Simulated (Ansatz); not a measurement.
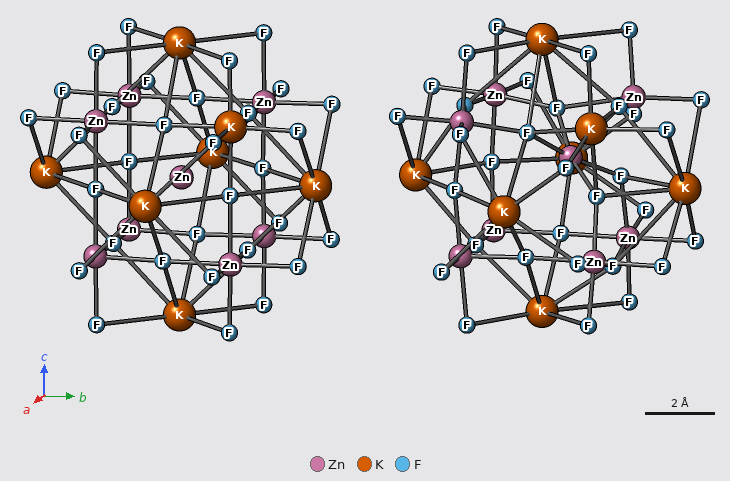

Two geometries of a defect cell of composition Zn8K8F24, drawn at one scale. One is the start of a relaxation, the other its converged end. Style: ball-and-stick. Shown: the atoms within 5.0 Å of the atom that moves most (axes of the cell of the calculation (origin shifted)), slightly off an axis.

Level of theory: Ansatz, DFT, PBEsol, PAW, plane waves. (plane-wave cutoff 420 eV; k-point mesh 1 × 1 × 1; mesh shifted by (0.25, 0.25, 0.25); no spin polarisation; atoms relaxed in a fixed cell; force threshold 0.03 eV/Å; at most 80 steps)

Q: Which of the two is the end point?

A: The right one is the relaxed one. The largest move is that of a Zn atom, 0.94 Å roughly along [0 1 1]. Largest moves by element: Zn 0.94 Å, F 0.84 Å, K 0.25 Å. The cell doesn't change. Some distances before and after: F–Zn 2.791 → 1.934 Å, F–Zn 2.802 → 1.946 Å, F–Zn 2.814 → 1.982 Å, F–Zn 2.838 → 2.135 Å. New bonds form: F–Zn (2.79 → 1.93 Å), F–Zn (2.80 → 1.95 Å), F–Zn (2.81 → 1.98 Å), F–Zn (2.81 → 1.99 Å). Bond angles that change, for instance: Zn–F–K 176.7° → 130.1°, Zn–F–K 178.1° → 135.5°, F–Zn–F 178.0° → 152.8°. The energy falls by 6.981 eV per cell of the calculation in 9 accepted moves (11 points after the start). Largest force component: 6.1 eV/Å at the start, 0.013 eV/Å at the end. The line search rejected the trial step at point 10 of the run. 1 step only repeated the SCF at the same geometry. The forces were under the threshold at step 8, but the run went on from there.

Limits of the set-up: the periodic images lie only 8.1 Å apart, so the values are limited by the cell's size.
